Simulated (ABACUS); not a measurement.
Band-structure run of Ge (part 2 of 2)

Ge (I4₁/amd, 2 atoms in the cell); Kohn-Sham DFT of a periodic cell, BP86, GBRV ultrasoft 1.5 PBE, no spin polarisation (ABACUS 3.10.1); cutoff 544.23 eV, 9×9×9 k-mesh, fermi-dirac of 0.05 eV. The structure derives from a Materials Project entry.

Geometry of the input (Å; fractional positions):
```
-2.5745  2.5745  1.3974
2.5745  -2.5745  1.3974
2.5745  2.5745  -1.3974
Ge 0.5000  0.5000  0.0000
Ge 0.2500  0.7500  0.5000
```

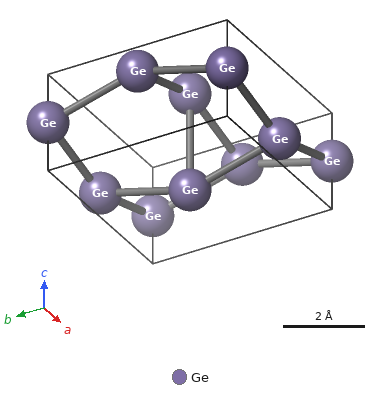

The structure (ball-and-stick view of the cell 2 times as large as that of the calculation, set on its symmetry axes, seen at an oblique angle).

Output, continued
```
----------------------------------------------------------
 E_KohnSham     -427.8393439156      -5821.0529058334
 E_Harris       -427.6964915853      -5819.1093001696
 E_Fermi        0.8066854012         10.9755179502
----------------------------------------------------------

 PW ALGORITHM --------------- ION=   1  ELEC=   3--------------------------------

 Density error is 5.89454309244e-05
                          Error Threshold = 2.72743464289e-06
----------------------------------------------------------
     Energy           Rydberg                 eV
----------------------------------------------------------
 E_KohnSham     -427.8393862407      -5821.0534816963
 E_Harris       -427.8890702084      -5821.7294667569
 E_Fermi        0.8074551975         10.9859915653
----------------------------------------------------------

 PW ALGORITHM --------------- ION=   1  ELEC=   4--------------------------------

 Density error is 5.28182516454e-07
                          Error Threshold = 2.10519396159e-07
----------------------------------------------------------
     Energy           Rydberg                 eV
----------------------------------------------------------
 E_KohnSham     -427.8393901653      -5821.0535350937
 E_Harris       -427.8317430812      -5820.9494911766
 E_Fermi        0.8075159422         10.9868180394
----------------------------------------------------------

 PW ALGORITHM --------------- ION=   1  ELEC=   5--------------------------------

 Density error is 1.44711466431e-08
                          Error Threshold = 1.88636613019e-09
----------------------------------------------------------
     Energy           Rydberg                 eV
----------------------------------------------------------
 E_KohnSham     -427.8393903898      -5821.0535381475
 E_Harris       -427.8412317724      -5821.0785914432
 E_Fermi        0.8075841736         10.9877463761
----------------------------------------------------------

 PW ALGORITHM --------------- ION=   1  ELEC=   6--------------------------------

 Density error is 1.32907497402e-09
                          Error Threshold = 5.16826665825e-11
----------------------------------------------------------
     Energy           Rydberg                 eV
----------------------------------------------------------
 E_KohnSham     -427.8393903939      -5821.0535382037
 E_KS(sigma->0) -427.8391438686      -5821.0501840545
 E_Harris       -427.8387171368      -5821.0443780702
 E_band         -16.8189789983       -228.8339489188
 E_one_elec     -230.7926744421      -3140.0954290718
 E_Hartree      144.2217330811       1962.2373453379
 E_xc           -117.1850868766      -1594.3849021474
 E_Ewald        -224.0828691056      -3048.8038440240
 E_entropy(-TS) -0.0004930507        -0.0067082984
 E_descf        0.0000000000         0.0000000000
 E_exx          0.0000000000         0.0000000000
 E_Fermi        0.8075790723         10.9876769684
----------------------------------------------------------

 charge density convergence is achieved
 final etot is -5821.0535382 eV
 EFERMI = 10.987676968 eV

 STATE ENERGY(eV) AND OCCUPATIONS    NSPIN == 1
 1/19 kpoint (Cartesian) = 0.0000 0.0000 0.0000 (1109 pws)
       1       -13.8191     0.00274348
       2       -13.7715     0.00274348
       3       -13.7425     0.00274348
       4       -13.7392     0.00274348
       5       -13.6343     0.00274348
       6       -13.6343     0.00274348
       7       -13.6279     0.00274348
       8       -13.6279     0.00274348
       9       -13.5685     0.00274348
      10       -13.5026     0.00274348
      11       -2.33502     0.00274348
      12        6.80547     0.00274348
      13        8.63673     0.00274348
      14        8.63673     0.00274348
      15        14.4289    3.53016e-33
      16        18.5100    1.25950e-68
      17        18.5100    1.25950e-68
      18        19.0388    3.21378e-73
      19        19.2418    5.54159e-75
      20        22.5338        0.00000
      21        23.5154        0.00000
      22        24.6734        0.00000
      23        25.7815        0.00000
      24        25.7815        0.00000

 2/19 kpoint (Cartesian) = 0.021579 0.0000 -0.039756 (1077 pws)
       1       -13.8142      0.0219479
       2       -13.7554      0.0219479
       3       -13.7363      0.0219479
       4       -13.7201      0.0219479
       5       -13.6462      0.0219479
       6       -13.6436      0.0219479
       7       -13.6298      0.0219479
       8       -13.6293      0.0219479
       9       -13.5713      0.0219479
      10       -13.5078      0.0219479
      11       -2.03426      0.0219479
      12        6.44253      0.0219479
      13        8.64208      0.0219479
      14        9.55398      0.0219479
      15        14.9820    4.43413e-37
      16        16.6206    2.59882e-51
      17        17.1151    1.31723e-55
      18        17.9262    1.18518e-62
      19        18.4142    6.84437e-67
      20        22.1897        0.00000
      21        22.7372        0.00000
      22        23.4802        0.00000
      23        25.1300        0.00000
      24        27.0134        0.00000

 3/19 kpoint (Cartesian) = 0.043158 0.0000 -0.079512 (1071 pws)
       1       -13.8001      0.0219479
       2       -13.7211      0.0219479
       3       -13.7210      0.0219479
       4       -13.6888      0.0219479
       5       -13.6685      0.0219479
       6       -13.6443      0.0219479
       7       -13.6409      0.0219479
       8       -13.6341      0.0219479
       9       -13.5792      0.0219479
      10       -13.5204      0.0219479
      11       -1.13421      0.0219479
      12        6.15196      0.0219479
      13        8.75957      0.0219479
      14        11.3447    1.73644e-05
      15        12.9920    8.55200e-20
      16        14.1622    5.85464e-30
      17        16.2795    2.38305e-48
      18        16.5178    2.02853e-50
      19        17.5682    1.52708e-59
      20        20.2800    4.26060e-83
      21        21.6785        0.00000
      22        24.3765        0.00000
      23        27.8895        0.00000
      24        30.1871        0.00000

 4/19 kpoint (Cartesian) = 0.064738 0.0000 -0.11927 (1072 pws)
       1       -13.7845      0.0219479
       2       -13.7118      0.0219479
       3       -13.7051      0.0219479
       4       -13.6974      0.0219479
       5       -13.6807      0.0219479
       6       -13.6560      0.0219479
       7       -13.6215      0.0219479
       8       -13.5944      0.0219479
       9       -13.5905      0.0219479
      10       -13.5354      0.0219479
      11       0.345704      0.0219479
      12        6.17469      0.0219479
      13        9.10596      0.0219479
      14        9.40176      0.0219479
      15        11.3849    7.78226e-06
      16        13.8816    1.60499e-27
      17        15.1265    2.46427e-38
      18        15.6352    9.40040e-43
      19        19.1522    2.66305e-73
      20        19.2026    9.72176e-74
      21        22.5885        0.00000
      22        25.6174        0.00000
      23        27.5256        0.00000
      24        30.5647        0.00000

 5/19 kpoint (Cartesian) = 0.086317 0.0000 -0.15902 (1069 pws)
       1       -13.7739      0.0219479
       2       -13.7245      0.0219479
       3       -13.7203      0.0219479
       4       -13.6946      0.0219479
       5       -13.6708      0.0219479
       6       -13.6664      0.0219479
       7       -13.6008      0.0219479
       8       -13.5859      0.0219479
       9       -13.5689      0.0219479
      10       -13.5445      0.0219479
      11        2.25940      0.0219479
      12        5.21250      0.0219479
      13        8.10155      0.0219479
      14        9.44667      0.0219479
      15        9.54416      0.0219479
      16        13.7772    1.29349e-26
      17        14.5309    3.67832e-33
      18        16.2627    3.33744e-48
      19        19.4174    1.32263e-75
      20        22.2231        0.00000
      21        23.4357        0.00000
      22        24.0166        0.00000
      23        26.2866        0.00000
      24        27.9075        0.00000

 6/19 kpoint (Cartesian) = -0.021579 -0.021579 0.079512 (1066 pws)
       1       -13.8050      0.0219479
       2       -13.7251      0.0219479
       3       -13.7184      0.0219479
       4       -13.6807      0.0219479
       5       -13.6646      0.0219479
       6       -13.6578      0.0219479
       7       -13.6438      0.0219479
       8       -13.6328      0.0219479
       9       -13.5758      0.0219479
      10       -13.5151      0.0219479
      11       -1.26937      0.0219479
      12        6.58049      0.0219479
      13        9.54924      0.0219479
      14        10.2052      0.0219479
      15        13.5738    7.56041e-25
      16        13.7774    1.28888e-26
      17        15.9034    4.40741e-45
      18        17.1549    5.93276e-56
      19        17.3277    1.87500e-57
      20        20.3580    8.95125e-84
      21        20.9034    1.63890e-88
      22        24.8887        0.00000
      23        26.3193        0.00000
      24        31.0873        0.00000

[... levels at 13 further k points ...]

------------------------------------------------------------------------------------------
 TOTAL-FORCE (eV/Angstrom)
------------------------------------------------------------------------------------------
                       Ge1         0.0000000000         0.0000000000         0.0000000000
                       Ge2         0.0000000000         0.0000000000         0.0000000000
------------------------------------------------------------------------------------------

----------------------------------------------------------------
 TOTAL-STRESS (KBAR)
----------------------------------------------------------------
        41.3692722996        -0.0000000000        -0.0000000000
        -0.0000000000        41.3692722996         0.0000000000
        -0.0000000000        -0.0000000000        47.2295450563
----------------------------------------------------------------
 TOTAL-PRESSURE: 43.322697 KBAR

 --------------------------------------------
 !FINAL_ETOT_IS -5821.0535382037141972 eV
 --------------------------------------------
```

Standard output
```
ABACUS v3.10.1

               Atomic-orbital Based Ab-initio Computation at UStc

 dft_functional readin is: GGA_X_B88+GGA_C_P86
 dft_functional in pseudopot file is: PBE
 Please make sure this is what you need

%%%%%%%%%%%%%%%%%%%%%%%%%%%%%%%%%%%%%%%%%%%%%%%%%%%%%%%%%%%%%%%%%%%%%%%%%%%%%%%%%%%%%%%%%%%%%%%%%%%%%%%%%
 Warning: the number of valence electrons in pseudopotential > 4 for Ge: [Ar] 3d10 4s2 4p2
 Pseudopotentials with additional electrons can yield (more) accurate outcomes, but may be less efficient.
 If you're confident that your chosen pseudopotential is appropriate, you can safely ignore this warning.
%%%%%%%%%%%%%%%%%%%%%%%%%%%%%%%%%%%%%%%%%%%%%%%%%%%%%%%%%%%%%%%%%%%%%%%%%%%%%%%%%%%%%%%%%%%%%%%%%%%%%%%%%

 UNIFORM GRID DIM        : 30 * 30 * 30
 UNIFORM GRID DIM(BIG)   : 45 * 45 * 45
 UNIFORM GRID DIM(DENSE) : 45 * 45 * 45
func,idGGA_X_B88 106
func,idGGA_C_P86 132
 ---------------------------------------------------------
 Self-consistent calculations for electrons
 ---------------------------------------------------------
 SPIN    KPOINTS         PROCESSORS  THREADS
 1       75              4           4
 ---------------------------------------------------------
 Use plane wave basis
 ---------------------------------------------------------
 ELEMENT NATOM       XC
 Ge      2
 ---------------------------------------------------------
 Initial plane wave basis and FFT box
 ---------------------------------------------------------
 -------------------------------------------
 SELF-CONSISTENT :
 -------------------------------------------
 START CHARGE      : atomic
 ITER       ETOT/eV          EDIFF/eV         DRHO     TIME/s
 DA1     -5.82104136e+03   0.00000000e+00   7.4761e-03   3.12
 DA2     -5.82105291e+03  -1.15436069e-02   7.6368e-04   1.19
 DA3     -5.82105348e+03  -5.75862929e-04   5.8945e-05   1.35
 DA4     -5.82105354e+03  -5.33973838e-05   5.2818e-07   1.28
 DA5     -5.82105354e+03  -3.05377327e-06   1.4471e-08   1.63
 DA6     -5.82105354e+03  -5.62512942e-08   1.3291e-09   1.54
----------------------------------------------------------------
 TOTAL-STRESS (KBAR)
----------------------------------------------------------------
        41.3692722996        -0.0000000000        -0.0000000000
        -0.0000000000        41.3692722996         0.0000000000
        -0.0000000000        -0.0000000000        47.2295450563
----------------------------------------------------------------
 TOTAL-PRESSURE: 43.322697 KBAR
```

Key numbers

| quantity | value |
| --- | --- |
| outcome | converged |
| space group (tolerance 0.01 Å) | I4₁/amd (141) |
| electrons treated | 28 |
| free energy | −5821.0535 eV |
| Fermi energy of the self-consistent step | 10.988 eV |
| gap on the k-point mesh | none (metallic) |
| pressure | 4.33 GPa |
| largest force (length of the vector) | under 0.001 eV/Å |
| hardware | 4 threads of Intel Xeon @ 2.90GHz (Ice Lake), 16 GiB of memory available, shared host |
| wall time | 15 s (CPU time 60 s) |
| peak memory | 0.6 GiB |
